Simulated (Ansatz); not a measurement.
NbAs$_{2}$: single-point calculation (part 2 of 2)

Continued. System: NbAs$_{2}$ (slab, 12 atoms in the cell). Method: DFT PBEsol, scalar-relativistic, plane waves, PAW, no spin polarisation (Ansatz 0.2.0); cutoff 420 eV, 11×8×1 k-mesh, Gaussian smearing of 0.1 eV. The structure derives from an entry of the Crystallography Open Database. It belongs to a series of runs on one base structure; here: (0 0 1) slab cut from the bulk.

Geometry of the input (Å; fractional positions):
```
3.3614  0.0000  0.0000
-1.6807  4.6666  0.0000
0.0000  0.0000  28.1627
As 0.0747  0.1494  0.2663
Nb 0.4855  0.9710  0.3327
As 0.7696  0.5392  0.3537
As 0.0476  0.0953  0.4058
Nb 0.3317  0.6634  0.4268
As 0.7425  0.4851  0.4932
As 0.4833  0.9666  0.5068
Nb 0.8941  0.7882  0.5732
As 0.1782  0.3564  0.5942
As 0.4562  0.9125  0.6463
Nb 0.7403  0.4806  0.6673
As 0.1512  0.3023  0.7337
```

### Output, continued
```
  k-point 0: bands = ["-50.5229", "-50.5228", "-50.4519", "-50.4515", "-31.3501", "-31.2914", "-31.2907", "-31.2738", "-31.2420", "-31.2099", "-31.1983", "-31.1977", "-31.1906", "-31.1654", "-31.0060", "-31.0059", "-30.9989", "-30.9989", "-30.9825", "-30.9825", "-30.9796", "-30.9795", "-30.9749", "-30.9749", "-30.9662", "-30.9662", "-30.9659", "-30.9659", "-30.9643", "-30.9642", "-30.9548", "-30.9548", "-30.9452", "-30.9451", "-30.7512", "-30.7512", "-30.7402", "-30.7402", "-30.6560", "-30.6560", "-30.6288", "-30.6288", "-30.5995", "-30.5994", "-26.7877", "-26.7790", "-26.7190", "-26.7172", "-26.6266", "-26.6194", "-26.5104", "-26.5089", "-26.4761", "-26.4749", "-26.4593", "-26.4521", "-9.4292", "-8.4367", "-8.0045", "-6.1271", "-5.9831", "-5.4149", "-5.3762", "-4.2497", "-1.5123", "-0.6975", "-0.5293", "-0.4811", "0.7204", "1.2909", "1.6673", "2.1067", "2.1087", "2.3662", "2.4688", "2.4975", "2.6013", "2.7795", "2.7806", "3.2724", "3.3664", "3.4947", "3.6425", "3.6954", "4.0696", "4.1165", "4.4168", "5.0428", "5.3465", "5.9806", "6.3344", "6.3697", "6.4583", "6.5478", "6.7240", "7.1446", "7.3397", "7.4337", "8.1645", "8.2353", "8.2688", "8.4073", "9.1678", "9.2189"]
  k-point 1: bands = ["-50.5228", "-50.5228", "-50.4519", "-50.4515", "-31.3517", "-31.3060", "-31.2760", "-31.2722", "-31.2404", "-31.2119", "-31.1997", "-31.1963", "-31.1896", "-31.1659", "-31.0057", "-31.0056", "-30.9990", "-30.9990", "-30.9824", "-30.9824", "-30.9792", "-30.9792", "-30.9753", "-30.9753", "-30.9671", "-30.9671", "-30.9657", "-30.9657", "-30.9634", "-30.9634", "-30.9559", "-30.9559", "-30.9444", "-30.9444", "-30.7512", "-30.7512", "-30.7402", "-30.7402", "-30.6560", "-30.6560", "-30.6288", "-30.6288", "-30.5995", "-30.5994", "-26.7875", "-26.7789", "-26.7218", "-26.7198", "-26.6265", "-26.6195", "-26.5110", "-26.5095", "-26.4762", "-26.4750", "-26.4595", "-26.4522", "-9.3233", "-8.3368", "-7.9165", "-6.1060", "-5.9732", "-5.5140", "-5.4786", "-4.7625", "-1.1942", "-0.9487", "-0.7826", "0.3864", "0.8333", "1.0308", "1.8302", "2.0107", "2.0522", "2.3302", "2.4647", "2.4973", "2.6208", "2.7749", "3.0103", "3.1144", "3.5034", "3.5601", "3.6046", "3.6751", "3.9797", "4.1278", "4.4707", "5.0598", "5.3618", "5.8939", "6.0850", "6.1901", "6.3105", "6.5435", "6.6055", "6.9029", "7.3519", "7.5103", "8.0232", "8.4571", "8.5294", "8.5449", "9.1267", "9.1405"]
  k-point 2: bands = ["-50.5227", "-50.5227", "-50.4518", "-50.4515", "-31.3552", "-31.3185", "-31.2682", "-31.2631", "-31.2365", "-31.2172", "-31.2012", "-31.1951", "-31.1868", "-31.1677", "-31.0051", "-31.0050", "-30.9992", "-30.9992", "-30.9821", "-30.9821", "-30.9785", "-30.9785", "-30.9763", "-30.9762", "-30.9684", "-30.9684", "-30.9651", "-30.9651", "-30.9632", "-30.9632", "-30.9563", "-30.9563", "-30.9437", "-30.9437", "-30.7512", "-30.7512", "-30.7402", "-30.7402", "-30.6560", "-30.6560", "-30.6288", "-30.6288", "-30.5995", "-30.5994", "-26.7870", "-26.7788", "-26.7283", "-26.7261", "-26.6266", "-26.6197", "-26.5124", "-26.5109", "-26.4763", "-26.4751", "-26.4598", "-26.4527", "-9.0096", "-8.0479", "-7.6612", "-6.2227", "-6.0401", "-5.7722", "-5.7059", "-5.5477", "-1.5210", "-0.8620", "-0.0133", "0.3991", "0.9129", "1.4354", "1.8410", "2.0051", "2.0138", "2.2551", "2.4537", "2.4810", "2.7120", "2.9076", "2.9142", "3.4020", "3.4848", "3.6298", "3.6545", "3.7582", "3.9161", "4.1212", "4.5531", "5.1127", "5.3711", "5.5825", "5.7100", "5.8771", "5.9416", "6.4363", "6.4643", "6.9517", "7.3010", "7.5562", "7.9068", "8.4407", "8.7471", "8.7637", "8.9640", "9.0917"]
  k-point 44: bands = ["-50.5072", "-50.5072", "-50.4361", "-50.4360", "-31.3517", "-31.3123", "-31.2812", "-31.2576", "-31.2334", "-31.2167", "-31.2032", "-31.1995", "-31.1802", "-31.1669", "-31.0074", "-31.0074", "-30.9917", "-30.9917", "-30.9853", "-30.9853", "-30.9825", "-30.9825", "-30.9722", "-30.9721", "-30.9693", "-30.9693", "-30.9658", "-30.9658", "-30.9616", "-30.9616", "-30.9531", "-30.9531", "-30.9438", "-30.9438", "-30.7447", "-30.7447", "-30.7428", "-30.7428", "-30.6556", "-30.6556", "-30.6327", "-30.6327", "-30.5963", "-30.5963", "-26.7571", "-26.7557", "-26.7325", "-26.7303", "-26.6992", "-26.6966", "-26.6917", "-26.6896", "-26.5938", "-26.5929", "-26.4238", "-26.4227", "-7.5236", "-6.7443", "-6.7240", "-5.5384", "-5.5073", "-5.0918", "-4.9213", "-4.9191", "-1.4014", "-1.2864", "-0.9077", "-0.4451", "-0.3888", "0.2551", "0.7520", "0.9383", "1.0132", "1.2655", "1.4233", "1.7071", "2.0635", "2.2731", "2.3746", "2.6372", "2.6536", "3.0328", "3.1565", "3.2089", "3.2456", "4.3174", "4.4146", "5.1042", "5.2371", "5.6226", "5.8425", "6.2726", "6.4432", "6.5703", "6.8684", "7.0425", "7.5726", "7.5795", "7.6798", "7.9369", "8.2099", "8.7349", "8.8643", "9.2590"]
```

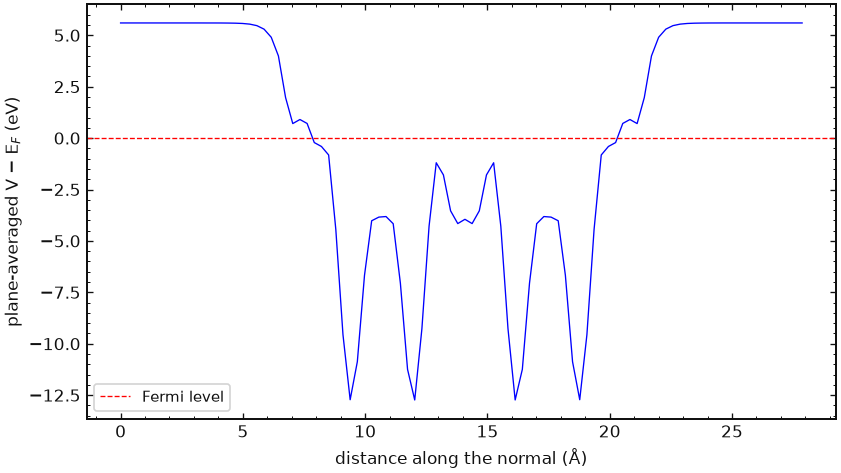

Plane average of the electrostatic potential energy of an electron across the cell, from the Fermi level. The vacuum level lies 5.60 eV above the Fermi level.

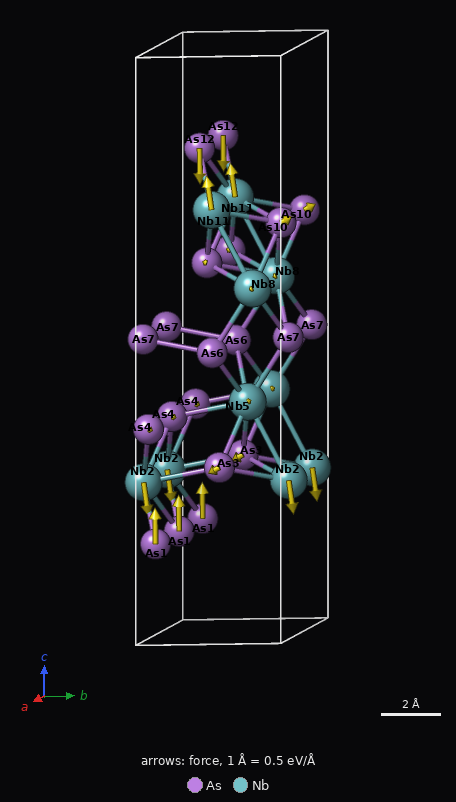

Forces on the atoms as yellow arrows (ball-and-stick view of the 2 × 1 repeat of the cell, with the vacuum cut short, seen slightly off an axis; atoms are numbered from 1 in the order of the input); the smallest are left out. The largest act on As1, As12 (0.63 eV/Å); Nb2, Nb11 (0.60 eV/Å); As3, As10 (0.23 eV/Å). The geometry is not a stationary point of this energy.

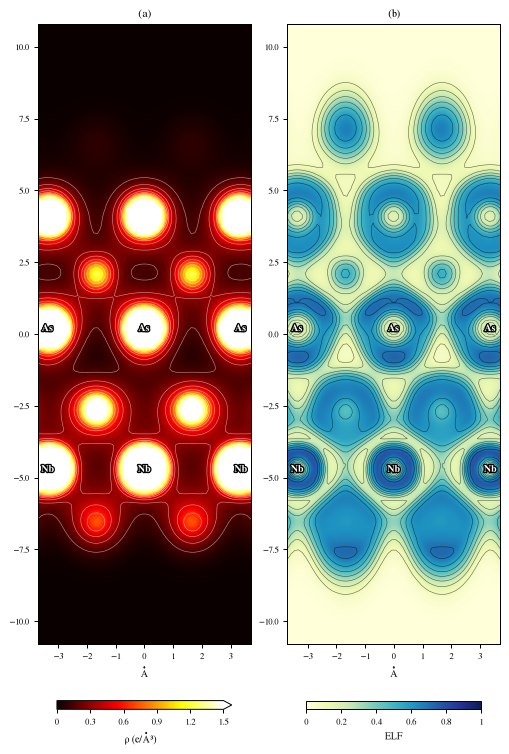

(a) valence electron density; (b) electron localisation function on the (010) plane of the calculation cell, a cut from vacuum to vacuum. The density dies away to nearly zero in the vacuum. The strong features right at Nb lie inside the PAW spheres (semicore, d or f shells) and say nothing about bonding. The fields are those of the smooth PAW valence density.

### Results in brief

| quantity | value |
| --- | --- |
| outcome | converged |
| electrons treated | 172 |
| free energy | −56489.2508 eV |
| work function, top face | 5.60 eV |
| work function, bottom face | 5.60 eV |
| Fermi energy | 4.130 eV |
| gap on the k-point mesh | none (metallic) |
| work function (upper face) | 5.60 eV |
| largest force (length of the vector) | 0.633 eV/Å |
| hardware | 1 thread of Intel Xeon @ 2.90GHz (Ice Lake), 32 GiB of memory available, shared host |
| wall time | 4.6 min |
| peak memory | 1.6 GiB |

Warnings of the run: the k-point mesh lowers the symmetry that the run can use; the exchange-correlation potential is rough where the density is thin.
